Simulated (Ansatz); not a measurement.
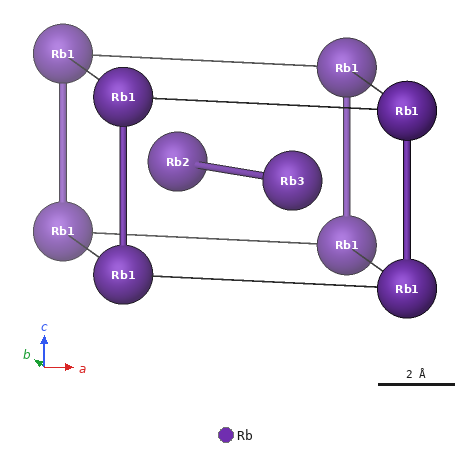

The structure (ball-and-stick view of the cell of the calculation, seen slightly off an axis; atoms are numbered from 1 in the order of the input).

## Rb: a changed input and its effect

System: Rb (P6/mmm, 3 atoms in the cell).
Method of run A: DFT, BLYP, plane waves (420 eV) with PAW, scalar-relativistic, no spin polarisation (Ansatz 0.2.0).

Text and figures count atoms from 1; the logs count them from 0 in places.

Input file, run A:
```yaml
crystal:
  lattice:
    - [7.8770110879, 0.0, 0.0]
    - [-3.938505544, 6.821691708, 0.0]
    - [0.0, 0.0, 4.7333108882]
  atoms:
    - { symbol: Rb, position: [1.0, 0.0, 1.0] }
    - { symbol: Rb, position: [0.3333333333, 0.6666666667, 0.5] }
    - { symbol: Rb, position: [0.6666666667, 0.3333333333, 0.5] }
hamiltonian:
  xc: blyp
  pseudopotentials:
    kind: paw
    azcp:
      Rb: "pseudopotentials/Rb.paw.azcp"
basis:
  ecutwfc: 420
  fft_grid_basis: typed
kpoints:
  mp_grid: { grid: [6, 6, 9], shift: [0, 0, 0] }
magnetization:
  spin_polarized: false
scf:
  occupations: { method: fermi_dirac, width: 0.1 }
output:
  stress: true
```

Hardware: 2 threads of an Arm (aarch64) CPU, shared host.

Output, shortened to warnings, some set-up lines, iterations and results (run A):
```
Basis set: ecut = 420 eV, 4977 PW (Γ), exchange–correlation on 108×108×64 points (8 copies of the dense FFT grid, shifted against one another)
Symmetry: 24 space group operations
k-points: 35 of 324
Initial density: superposition of atomic densities (neutral atoms: chi_scale 0, normalization atom), corrected by the library's trained network
[...]
SCF iter   1: F=—  HF=-9838.916401 eV  |F-HF|=—  |Δ(HF+E_count)|=         —  Δρ=2.11e-3  dr2=6.87e-3  ethr=1.77e-3  ⟨swp⟩=7.8  Hψ=3424  notcnv=0
SCF iter   2: F=—  HF=-9838.919335 eV  |F-HF|=—  |Δ(HF+E_count)|=   2.93e-3  Δρ=1.18e-3  dr2=3.30e-3  ethr=2.54e-5  ⟨swp⟩=2.1  Hψ=1086  notcnv=0
SCF iter   3: F=—  HF=-9838.922916 eV  |F-HF|=—  |Δ(HF+E_count)|=   3.58e-3  Δρ=2.56e-4  dr2=6.56e-4  ethr=1.22e-5  ⟨swp⟩=2.7  Hψ=868  notcnv=0
SCF iter   4: F=—  HF=-9838.923701 eV  |F-HF|=—  |Δ(HF+E_count)|=   7.85e-4  Δρ=9.97e-5  dr2=8.31e-5  ethr=2.43e-6  ⟨swp⟩=3.1  Hψ=1080  notcnv=0
SCF iter   5: F=—  HF=-9838.923857 eV  |F-HF|=—  |Δ(HF+E_count)|=   1.56e-4  Δρ=3.81e-5  dr2=8.91e-6  ethr=3.08e-7  ⟨swp⟩=2.2  Hψ=1026  notcnv=0
SCF iter   6: F=—  HF=-9838.923874 eV  |F-HF|=—  |Δ(HF+E_count)|=   1.71e-5  Δρ=1.96e-5  dr2=3.93e-6  ethr=3.30e-8  ⟨swp⟩=2.9  Hψ=1006  notcnv=0
SCF iter   7: F=—  HF=-9838.923880 eV  |F-HF|=—  |Δ(HF+E_count)|=   5.73e-6  Δρ=7.98e-6  dr2=6.74e-7  ethr=1.46e-8  ⟨swp⟩=2.6  Hψ=1099  notcnv=0
SCF iter   8: F=-9838.923880 eV  HF=-9838.923880 eV  |F-HF|=8.56e-8  |Δ(HF+E_count)|=   5.43e-7  Δρ=3.00e-6  dr2=9.79e-8  ethr=3.70e-10  ⟨swp⟩=4.0  Hψ=2721  notcnv=0
SCF 1 converged in 8 iterations: F = -9838.923880 eV  dr2 = 9.79e-8
SCF converged after 8 iterations
Free energy (F): -9838.923880 eV
Harris-Foulkes:  -9838.923880 eV  (|F-HF|=8.56e-8)
Internal energy: -9838.834456 eV  (E = F + TS)
E sigma→0 (E₀):  -9838.879168 eV
Entropy (-TS):   -0.089425 eV (-29.808 meV/atom)
Fermi energy:    2.682545 eV
--- Per-component energies (eV) ---
  E_band       = -340.980035
  E_kinetic    = 572.246494
  E_local      = -2088.490609  (includes V_loc(G=0)·N_el)
  E_nonlocal   = 524.551554
  E_hartree    = 580.622947
  E_xc         = -382.442885
  E_vxc        = -398.078910  (∫ρ·V_xc dr)
  E_paw        = -7897.062086  (= ΣΔE_a)
  E_vpaw       = -112.447166  (= ΣTr[D̂ρ^β])
  E_aug_tail   = -0.000003  (compensation charges beyond the density's cutoff)
  E_ewald      = -1148.492320
  E_core_change = 0.232454  (= ΣΔE_core)
  E_smearing   = -0.089425  (= −TS)
  E_closure    = -0.000000  (closes the sum)
  Σ components = -9838.923880   (vs F -9838.923880, Δ=0.00e0)
--- Stress (GPa, compression-positive) ---
        0.384309       0.000000       0.000000
       -0.000000       0.384309       0.000000
        0.000000       0.000000       0.357511
  P = ⅓ Tr σ = 0.3754 GPa (3.754 kbar)
```

The input of run B differs as follows (lines with − go, lines with + come):
```diff
-    - [7.8770110879, 0.0, 0.0]
-    - [-3.938505544, 6.821691708, 0.0]
-    - [0.0, 0.0, 4.7333108882]
+    - [7.9945957531, 0.0, 0.0]
+    - [-3.9972978765, 6.9235230152, 0.0]
+    - [0.0, 0.0, 4.8039677363]
```

What does this change do to the results?

With the same functional and potentials, run B lies 7.2 meV per atom lower. The volume per atom goes from 84.78 to 88.63 Å³. The cell is scaled evenly with the atoms at fixed fractional positions, so −ΔP/Δ ln V estimates the bulk modulus midway between the two volumes: about 3.4 GPa. The number of SCF iterations is the same. The plane waves at Γ go from 4977 to 5195.

Output, shortened to warnings, some set-up lines, iterations and results (run B):
```
Basis set: ecut = 420 eV, 5195 PW (Γ), exchange–correlation on 108×108×72 points (8 copies of the dense FFT grid, shifted against one another)
Symmetry: 24 space group operations
k-points: 35 of 324
Initial density: superposition of atomic densities (neutral atoms: chi_scale 0, normalization atom), corrected by the library's trained network
[...]
SCF iter   1: F=—  HF=-9838.937233 eV  |F-HF|=—  |Δ(HF+E_count)|=         —  Δρ=2.09e-3  dr2=7.62e-3  ethr=1.77e-3  ⟨swp⟩=7.9  Hψ=3422  notcnv=0
SCF iter   2: F=—  HF=-9838.940394 eV  |F-HF|=—  |Δ(HF+E_count)|=   3.16e-3  Δρ=1.18e-3  dr2=3.80e-3  ethr=2.82e-5  ⟨swp⟩=2.0  Hψ=1065  notcnv=0
SCF iter   3: F=—  HF=-9838.944354 eV  |F-HF|=—  |Δ(HF+E_count)|=   3.96e-3  Δρ=2.61e-4  dr2=7.69e-4  ethr=1.41e-5  ⟨swp⟩=2.5  Hψ=831  notcnv=0
SCF iter   4: F=—  HF=-9838.945200 eV  |F-HF|=—  |Δ(HF+E_count)|=   8.46e-4  Δρ=1.04e-4  dr2=9.22e-5  ethr=2.85e-6  ⟨swp⟩=3.0  Hψ=1068  notcnv=0
SCF iter   5: F=—  HF=-9838.945365 eV  |F-HF|=—  |Δ(HF+E_count)|=   1.65e-4  Δρ=3.64e-5  dr2=1.03e-5  ethr=3.41e-7  ⟨swp⟩=2.3  Hψ=1043  notcnv=0
SCF iter   6: F=—  HF=-9838.945388 eV  |F-HF|=—  |Δ(HF+E_count)|=   2.33e-5  Δρ=1.97e-5  dr2=4.76e-6  ethr=3.83e-8  ⟨swp⟩=3.0  Hψ=1044  notcnv=0
SCF iter   7: F=—  HF=-9838.945394 eV  |F-HF|=—  |Δ(HF+E_count)|=   5.79e-6  Δρ=7.66e-6  dr2=6.45e-7  ethr=1.76e-8  ⟨swp⟩=2.7  Hψ=1092  notcnv=0
SCF iter   8: F=-9838.945395 eV  HF=-9838.945395 eV  |F-HF|=1.11e-7  |Δ(HF+E_count)|=   9.04e-7  Δρ=2.84e-6  dr2=8.63e-8  ethr=3.70e-10  ⟨swp⟩=3.7  Hψ=2831  notcnv=0
SCF 1 converged in 8 iterations: F = -9838.945395 eV  dr2 = 8.63e-8
SCF converged after 8 iterations
Free energy (F): -9838.945395 eV
Harris-Foulkes:  -9838.945395 eV  (|F-HF|=1.11e-7)
Internal energy: -9838.854948 eV  (E = F + TS)
E sigma→0 (E₀):  -9838.900171 eV
Entropy (-TS):   -0.090447 eV (-30.149 meV/atom)
Fermi energy:    2.482771 eV
--- Per-component energies (eV) ---
  E_band       = -346.625808
  E_kinetic    = 571.918386
  E_local      = -2116.366122  (includes V_loc(G=0)·N_el)
  E_nonlocal   = 524.429200
  E_hartree    = 591.821094
  E_xc         = -382.248478
  E_vxc        = -397.815515  (∫ρ·V_xc dr)
  E_paw        = -7897.041206  (= ΣΔE_a)
  E_vpaw       = -112.428063  (= ΣTr[D̂ρ^β])
  E_aug_tail   = -0.000003  (compensation charges beyond the density's cutoff)
  E_ewald      = -1131.600273
  E_core_change = 0.232454  (= ΣΔE_core)
  E_smearing   = -0.090447  (= −TS)
  E_closure    = -0.000000  (closes the sum)
  Σ components = -9838.945395   (vs F -9838.945395, Δ=0.00e0)
--- Stress (GPa, compression-positive) ---
        0.232248       0.000000      -0.000000
       -0.000000       0.232248      -0.000000
       -0.000000      -0.000000       0.213855
  P = ⅓ Tr σ = 0.2261 GPa (2.261 kbar)
```

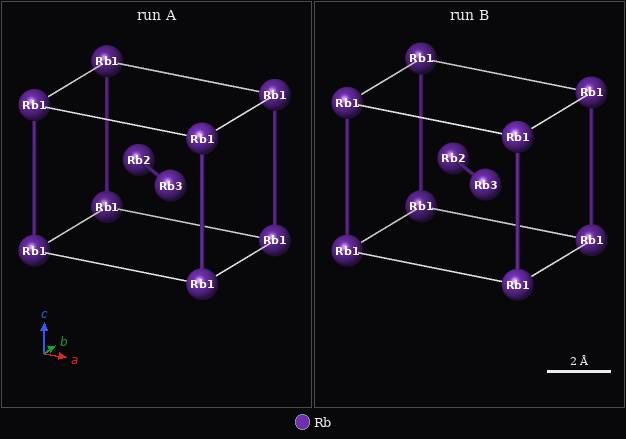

The two input geometries at one scale (ball-and-stick view of the cell of the calculation, seen slightly off an axis). No atom moves by more than 0.005 Å relative to the cell. Cell: a = b 7.877 → 7.995 Å (+1.5 %), c 4.733 → 4.804 Å (+1.5 %). Volume +4.5 %. Among the contacts that change: Rb1–Rb1 4.733 → 4.804 Å, Rb2–Rb3 4.548 → 4.616 Å.

The two runs side by side:

| quantity | run A | run B |
| --- | --- | --- |
| outcome | converged | converged |
| free energy per atom (eV) | −3279.6413 | −3279.6485 |
| energy per atom, smearing taken to zero (eV) | −3279.6264 | −3279.6334 |
| pressure (GPa) | 0.38 | 0.23 |
| volume per atom (Å³) | 84.78 | 88.63 |
| SCF iterations | 8 | 8 |
| irreducible k-points | 35 | 35 |
| plane waves at Γ | 4977 | 5195 |
| wall time (shared host) | 4.2 s | 4.6 s |
